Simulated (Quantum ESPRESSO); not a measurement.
## NiO: optical-spectrum calculation (part 2 of 2)

NiO (Fm-3m, 2 atoms in the cell); Kohn-Sham DFT of a periodic cell, optB86b-vdW, DFT+U, PseudoDojo 0.4 SR PBE stringent, spin-polarised (Quantum ESPRESSO 7.5); cutoff 1414.99 eV, 4×4×4 k-mesh, methfessel-paxton of 0.2 eV, collinear spins. The structure derives from an entry of the Crystallography Open Database.

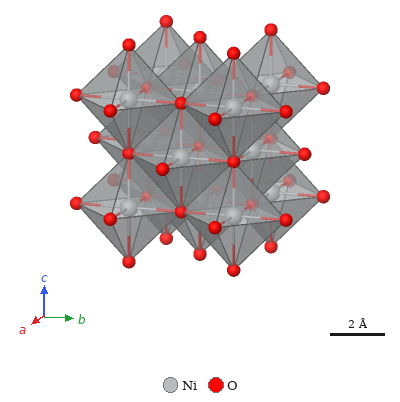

The structure as given in the input (polyhedral view of the cell 4 times as large as that of the calculation, set on its symmetry axes, seen slightly off an axis; polyhedra are completed across the faces of the cell). An atom can appear more than once, as a periodic image.

## What the program printed, continued
```
     =================== HUBBARD OCCUPATIONS ===================
     ------------------------ ATOM    1 ------------------------
     Tr[ns(  1)] (up, down, total) =   3.09400  1.31300  4.40700
     Atomic magnetic moment for atom   1 =   1.78100
     SPIN  1
     eigenvalues:
       0.083  0.487  0.763  0.835  0.926
     eigenvectors (columns):
       0.000 -0.119  0.000  0.993  0.000
      -0.801  0.000 -0.437  0.000  0.410
       0.599 -0.000 -0.606 -0.000  0.523
       0.000  0.993  0.000  0.119  0.000
      -0.020  0.000 -0.665  0.000 -0.747
     occupation matrix ns (before diag.):
       0.830  0.000 -0.000  0.041 -0.000
       0.000  0.354  0.361  0.000 -0.061
      -0.000  0.361  0.564 -0.000 -0.055
       0.041  0.000 -0.000  0.492 -0.000
      -0.000 -0.061 -0.055 -0.000  0.854
     SPIN  2
     eigenvalues:
       0.099  0.150  0.206  0.271  0.587
     eigenvectors (columns):
       0.000 -0.000 -0.341 -0.000 -0.940
      -0.572 -0.630  0.000 -0.525  0.000
       0.434  0.310  0.000 -0.846  0.000
       0.000 -0.000 -0.940 -0.000  0.341
       0.696 -0.712  0.000  0.096  0.000
     occupation matrix ns (before diag.):
       0.543 -0.000 -0.000 -0.122 -0.000
      -0.000  0.167  0.066  0.000  0.014
      -0.000  0.066  0.227  0.000 -0.025
      -0.122  0.000  0.000  0.250  0.000
      -0.000  0.014 -0.025  0.000  0.126

     Number of occupied Hubbard levels =    4.4070

     Threshold (ethr) on eigenvalues was too large:
     Diagonalizing with lowered threshold

     Davidson diagonalization with overlap
     ethr =  5.60E-04,  avg # of iterations =  1.7

     total energy              =    -370.97102820 Ry
     estimated scf accuracy    <       0.59483661 Ry

     total magnetization       =     1.36 Bohr mag/cell
     absolute magnetization    =     1.36 Bohr mag/cell

     iteration #  2     ecut=   104.00 Ry     beta= 0.30
     Davidson diagonalization with overlap
     ethr =  2.48E-03,  avg # of iterations =  1.0

     total energy              =    -371.17302428 Ry
     estimated scf accuracy    <       0.25682754 Ry

     total magnetization       =     1.39 Bohr mag/cell
     absolute magnetization    =     1.39 Bohr mag/cell

     iteration #  3     ecut=   104.00 Ry     beta= 0.30
     Davidson diagonalization with overlap
     ethr =  1.07E-03,  avg # of iterations =  1.0

     total energy              =    -371.21580846 Ry
     estimated scf accuracy    <       0.05238448 Ry

     total magnetization       =     1.41 Bohr mag/cell
     absolute magnetization    =     1.41 Bohr mag/cell

     iteration #  4     ecut=   104.00 Ry     beta= 0.30
     Davidson diagonalization with overlap
     ethr =  2.18E-04,  avg # of iterations =  1.1

     total energy              =    -371.22758825 Ry
     estimated scf accuracy    <       0.03881955 Ry

     total magnetization       =     1.78 Bohr mag/cell
     absolute magnetization    =     1.78 Bohr mag/cell

     iteration #  5     ecut=   104.00 Ry     beta= 0.30
     Davidson diagonalization with overlap
     ethr =  1.62E-04,  avg # of iterations =  1.1

     total energy              =    -371.23380242 Ry
     estimated scf accuracy    <       0.01269883 Ry

     total magnetization       =     1.79 Bohr mag/cell
     absolute magnetization    =     1.79 Bohr mag/cell

     iteration #  6     ecut=   104.00 Ry     beta= 0.30
     Davidson diagonalization with overlap
     ethr =  5.29E-05,  avg # of iterations =  1.2

     total energy              =    -371.23868562 Ry
     estimated scf accuracy    <       0.00402756 Ry

     total magnetization       =     1.89 Bohr mag/cell
     absolute magnetization    =     1.89 Bohr mag/cell

     iteration #  7     ecut=   104.00 Ry     beta= 0.30
     Davidson diagonalization with overlap
     ethr =  1.68E-05,  avg # of iterations =  1.6

     total energy              =    -371.24164078 Ry
     estimated scf accuracy    <       0.00097658 Ry

     total magnetization       =     2.00 Bohr mag/cell
     absolute magnetization    =     2.01 Bohr mag/cell

     iteration #  8     ecut=   104.00 Ry     beta= 0.30
     Davidson diagonalization with overlap
     ethr =  4.07E-06,  avg # of iterations =  1.7

     WARNING: integrated charge=    24.00318028, expected=    24.00000000

     total energy              =    -371.23732152 Ry
     estimated scf accuracy    <       0.00022642 Ry

     total magnetization       =     2.00 Bohr mag/cell
     absolute magnetization    =     2.01 Bohr mag/cell

     iteration #  9     ecut=   104.00 Ry     beta= 0.30
     Davidson diagonalization with overlap
     ethr =  9.43E-07,  avg # of iterations =  1.3

     WARNING: integrated charge=    24.00287228, expected=    24.00000000

     total energy              =    -371.24200245 Ry
     estimated scf accuracy    <       0.00007534 Ry

     total magnetization       =     2.00 Bohr mag/cell
     absolute magnetization    =     2.01 Bohr mag/cell

     iteration # 10     ecut=   104.00 Ry     beta= 0.30
     Davidson diagonalization with overlap
     ethr =  3.14E-07,  avg # of iterations =  1.0

     WARNING: integrated charge=    24.00194721, expected=    24.00000000

     total energy              =    -371.24200815 Ry
     estimated scf accuracy    <       0.00003856 Ry

     total magnetization       =     2.00 Bohr mag/cell
     absolute magnetization    =     2.01 Bohr mag/cell

     iteration # 11     ecut=   104.00 Ry     beta= 0.30
     Davidson diagonalization with overlap
     ethr =  1.61E-07,  avg # of iterations =  1.0

     WARNING: integrated charge=    24.00014364, expected=    24.00000000

     total energy              =    -371.24201289 Ry
     estimated scf accuracy    <       0.00000492 Ry

     total magnetization       =     2.00 Bohr mag/cell
     absolute magnetization    =     2.01 Bohr mag/cell

     iteration # 12     ecut=   104.00 Ry     beta= 0.30
     Davidson diagonalization with overlap
     ethr =  2.05E-08,  avg # of iterations =  1.1

     WARNING: integrated charge=    24.00007601, expected=    24.00000000

     total energy              =    -371.24201410 Ry
     estimated scf accuracy    <       0.00000041 Ry

     total magnetization       =     2.00 Bohr mag/cell
     absolute magnetization    =     2.01 Bohr mag/cell

     iteration # 13     ecut=   104.00 Ry     beta= 0.30
     Davidson diagonalization with overlap
     ethr =  1.72E-09,  avg # of iterations =  1.0

     WARNING: integrated charge=    23.99996617, expected=    24.00000000

     total energy              =    -371.24201413 Ry
     estimated scf accuracy    <       0.00000010 Ry

     total magnetization       =     2.00 Bohr mag/cell
     absolute magnetization    =     2.01 Bohr mag/cell

     iteration # 14     ecut=   104.00 Ry     beta= 0.30
     Davidson diagonalization with overlap
     ethr =  4.29E-10,  avg # of iterations =  1.0

     WARNING: integrated charge=    23.99996678, expected=    24.00000000

     total energy              =    -371.24201417 Ry
     estimated scf accuracy    <       0.00000004 Ry

     total magnetization       =     2.00 Bohr mag/cell
     absolute magnetization    =     2.01 Bohr mag/cell

     iteration # 15     ecut=   104.00 Ry     beta= 0.30
     Davidson diagonalization with overlap
     ethr =  1.64E-10,  avg # of iterations =  1.0

     WARNING: integrated charge=    23.99998177, expected=    24.00000000

     total energy              =    -371.24201418 Ry
     estimated scf accuracy    <          6.7E-09 Ry

     total magnetization       =     2.00 Bohr mag/cell
     absolute magnetization    =     2.01 Bohr mag/cell

     iteration # 16     ecut=   104.00 Ry     beta= 0.30
     Davidson diagonalization with overlap
     ethr =  2.81E-11,  avg # of iterations =  1.0

     WARNING: integrated charge=    24.00000377, expected=    24.00000000

     total energy              =    -371.24201419 Ry
     estimated scf accuracy    <          3.4E-09 Ry

     total magnetization       =     2.00 Bohr mag/cell
     absolute magnetization    =     2.01 Bohr mag/cell

     iteration # 17     ecut=   104.00 Ry     beta= 0.30
     Davidson diagonalization with overlap
     ethr =  1.43E-11,  avg # of iterations =  1.0

     WARNING: integrated charge=    24.00000733, expected=    24.00000000

     total energy              =    -371.24201419 Ry
     estimated scf accuracy    <          2.0E-09 Ry

     total magnetization       =     2.00 Bohr mag/cell
     absolute magnetization    =     2.01 Bohr mag/cell

     iteration # 18     ecut=   104.00 Ry     beta= 0.30
     Davidson diagonalization with overlap
     ethr =  8.13E-12,  avg # of iterations =  1.0

     WARNING: integrated charge=    24.00000828, expected=    24.00000000

     total energy              =    -371.24201419 Ry
     estimated scf accuracy    <          6.4E-10 Ry

     total magnetization       =     2.00 Bohr mag/cell
     absolute magnetization    =     2.01 Bohr mag/cell

     iteration # 19     ecut=   104.00 Ry     beta= 0.30
     Davidson diagonalization with overlap
     ethr =  2.67E-12,  avg # of iterations =  2.0

     Magnetic moment per site  (integrated on atomic sphere of radius R)
     atom   1 (R=0.292)  charge= 15.6289  magn=  1.6511
     atom   2 (R=0.292)  charge=  5.7175  magn=  0.2917

     End of self-consistent calculation

     =================== HUBBARD OCCUPATIONS ===================
     ------------------------ ATOM    1 ------------------------
     Tr[ns(  1)] (up, down, total) =   4.99178  3.46464  8.45642
     Atomic magnetic moment for atom   1 =   1.52715
     SPIN  1
     eigenvalues:
       0.998  0.998  0.998  0.999  0.999
     eigenvectors (columns):
      -0.000  0.000  0.000 -0.834  0.552
      -0.759  0.487  0.431  0.000  0.000
       0.192  0.801 -0.567  0.000  0.000
      -0.000 -0.000 -0.000  0.552  0.834
      -0.622 -0.347 -0.702 -0.000 -0.000
     occupation matrix ns (before diag.):
       0.999 -0.000 -0.000  0.000  0.000
      -0.000  0.998 -0.000  0.000 -0.000
      -0.000 -0.000  0.998  0.000  0.000
       0.000  0.000  0.000  0.999 -0.000
       0.000 -0.000  0.000 -0.000  0.998
     SPIN  2
     eigenvalues:
       0.239  0.239  0.996  0.996  0.996
     eigenvectors (columns):
      -0.658  0.753  0.000  0.000  0.000
      -0.000 -0.000  0.295  0.438  0.849
       0.000 -0.000 -0.504  0.827 -0.251
      -0.753 -0.658  0.000  0.000 -0.000
       0.000  0.000  0.812  0.354 -0.464
     occupation matrix ns (before diag.):
       0.239  0.000  0.000 -0.000 -0.000
       0.000  0.996 -0.000 -0.000 -0.000
       0.000 -0.000  0.996 -0.000  0.000
      -0.000 -0.000 -0.000  0.239  0.000
      -0.000 -0.000  0.000  0.000  0.996

     Number of occupied Hubbard levels =    8.4564

     Number of k-points >= 100: set verbosity='high' to print the bands.

     the Fermi energy is    14.5177 ev

!    total energy              =    -371.24201419 Ry
     estimated scf accuracy    <          1.8E-10 Ry
     smearing contrib. (-TS)   =       0.00009625 Ry
     internal energy E=F+TS    =    -371.24211044 Ry

     The total energy is F=E-TS. E is the sum of the following terms:
     one-electron contribution =    -189.94763303 Ry
     hartree contribution      =     109.87345696 Ry
     xc contribution           =     -52.00123937 Ry
     ewald contribution        =    -239.22330751 Ry
     Hubbard energy            =       0.05661251 Ry

     total magnetization       =     2.00 Bohr mag/cell
     absolute magnetization    =     2.01 Bohr mag/cell

     convergence has been achieved in  19 iterations

     Forces acting on atoms (cartesian axes, Ry/au):

     atom    1 type  1   force =     0.00000000    0.00000000    0.00000000
     atom    2 type  2   force =    -0.00000000   -0.00000000   -0.00000000

     Total force =     0.000000     Total SCF correction =     0.000000
     SCF correction compared to forces is large: reduce conv_thr to get better values

     Computing stress (Cartesian axis) and pressure

          total   stress  (Ry/bohr**3)                   (kbar)     P=       67.81
   0.00046096   0.00000001   0.00000005           67.81        0.00        0.01
   0.00000001   0.00046094  -0.00000006            0.00       67.81       -0.01
   0.00000005  -0.00000006   0.00046097            0.01       -0.01       67.81

=------------------------------------------------------------------------------=
   JOB DONE.
=------------------------------------------------------------------------------=
```

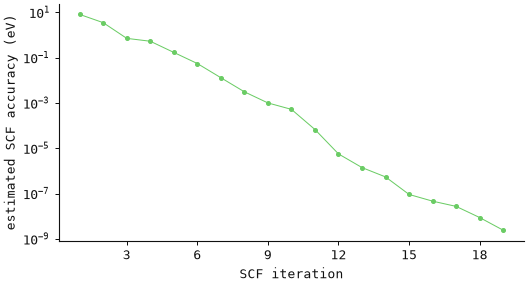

Convergence of the self-consistent field: estimated SCF accuracy against the iteration. The field takes 19 iterations in all.

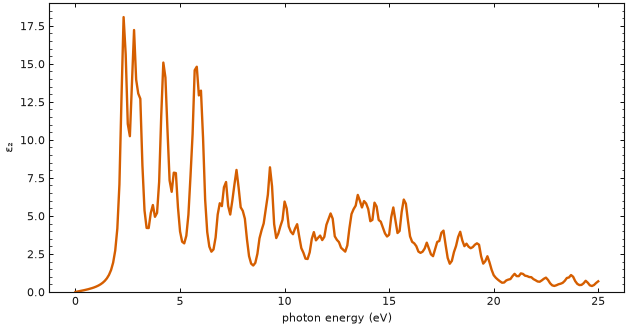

Imaginary part of the dielectric function (first component that the program prints). The highest peak, 18.1, lies at 2.30 eV.

This output came from the following input.

## Input
```
&CONTROL
  calculation = 'scf'
  prefix = 'pwscf'
  outdir = './tmp'
  pseudo_dir = './pseudo'
  tprnfor = .true.
  tstress = .true.
  disk_io = 'low'
/
&SYSTEM
  ibrav = 0
  nat = 2
  ntyp = 2
  ecutwfc = 104
  nbnd = 35
  input_dft = 'vdw-df-ob86'
  occupations = 'smearing'
  smearing = 'mp'
  degauss = 0.01469973
  nspin = 2
  starting_magnetization(1) = 0.0556
  starting_magnetization(2) = 0
  starting_ns_eigenvalue(1,1,1) = 0.835
  starting_ns_eigenvalue(2,1,1) = 0.487
  starting_ns_eigenvalue(3,1,1) = 0.083
  starting_ns_eigenvalue(4,1,1) = 0.763
  starting_ns_eigenvalue(5,1,1) = 0.926
  starting_ns_eigenvalue(1,2,1) = 0.206
  starting_ns_eigenvalue(2,2,1) = 0.587
  starting_ns_eigenvalue(3,2,1) = 0.271
  starting_ns_eigenvalue(4,2,1) = 0.099
  starting_ns_eigenvalue(5,2,1) = 0.15
  nosym = .true.
  noinv = .true.
/
&ELECTRONS
  conv_thr = 4d-10
  electron_maxstep = 120
  mixing_beta = 0.3
  startingwfc = 'random'
/
ATOMIC_SPECIES
Ni    58.6934 Ni.upf
O     15.9990 O.upf
CELL_PARAMETERS angstrom
   0.0000000000    2.0859016414    2.0859016414
   2.0859016414    0.0000000000    2.0859016414
   2.0859016414    2.0859016414    0.0000000000
ATOMIC_POSITIONS crystal
Ni     0.0000000000    0.0000000000    0.0000000000
O      0.5000000000    0.5000000000    0.5000000000
K_POINTS automatic
4 4 4 0 0 0
HUBBARD {atomic}
U Ni-3d 4.0
```

## File epsilon.in
```
&INPUTPP
  prefix = 'pwscf'
  outdir = './tmp'
  calculation = 'eps'
/
&ENERGY_GRID
  smeartype = 'gauss'
  intersmear = 0.3
  intrasmear = 0
  wmin = 0
  wmax = 25
  nw = 251
/
```

Command:
```bash
OMP_NUM_THREADS=1 pw.x -in pw.in > pw.out
OMP_NUM_THREADS=1 epsilon.x -in epsilon.in > epsilon.out
```

## Key numbers

```csv
quantity,value
outcome,converged
space group (tolerance 0.01 Å),Fm-3m (225)
electrons treated,24
free energy,−5051.0049 eV
Fermi energy,14.518 eV
gap on the k-point mesh,0.59 eV
net moment of the cell,2.00 μB
integrated absolute moment,2.01 μB
pressure,6.78 GPa
largest force (length of the vector),under 0.001 eV/Å
hardware,"1 thread of AMD EPYC (Zen 3), 24 GiB of memory available, shared host"
wall time,6.1 min
peak memory,0.27 GiB
```

## Remarks

Settings chosen away from the usual ones: startingwfc set to random. Further notes kept with the run: potentials made for another functional. Notes on the run: SCF correction compared to forces is large. Points of doubt noted for this run: coarse mesh; potentials made for another functional. So coarse a mesh can miss the band edges, so the true gap of this method can be much smaller, or zero. The k-point mesh is coarse for a cell of this size, so the results may not be converged.
